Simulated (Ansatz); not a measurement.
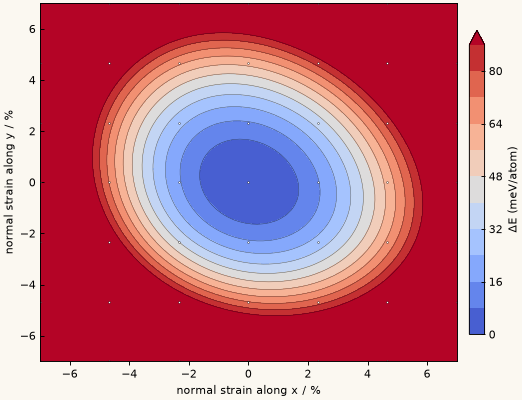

C (Fmmm, No. 69; 4 atoms in the cell). 
- The energy is mapped over two homogeneous strains (x along [1 0 0], y along [0 1 0], z along [0 0 1] of the conventional cell).
- First axis: normal strain along x. Second axis: normal strain along y.
- Nothing is relaxed (fractional coordinates fixed).
- The grid has 7 × 7 points.
- Points are written as (first, second).
- Energies are in meV/atom, from the lowest grid point.
- The lowest point has no gap; 32 points of the grid have one on the k-mesh.
- The calculation used Ansatz, DFT PBEsol, scalar-relativistic, plane waves, PAW. Settings: cutoff 520 eV, k-mesh 18×18×6 in the order of the run's cell vectors, gaussian smearing 0.15 eV, no spin polarisation.

The picture shows filled contours, dots at the grid points, one colour for all values above the top of the scale. Between grid points the surface is interpolated.

Where is the minimum, and how stiff is the crystal against these two strains (in GPa)?

The interpolated minimum is at 0.0 % and 0.0 %. Divided by the cell volume of 38.6 Å³, the second derivatives of the energy there are about 990 GPa along the first strain and 990 GPa along the second, with a cross term of about 161 GPa (clamped ions). Round the minimum the valley is somewhat tilted: raising normal strain along x shifts the best value of normal strain along y downwards (coupling k₁₂/√(k₁₁k₂₂) about 0.2).

PAW datasets: the set soft_1.
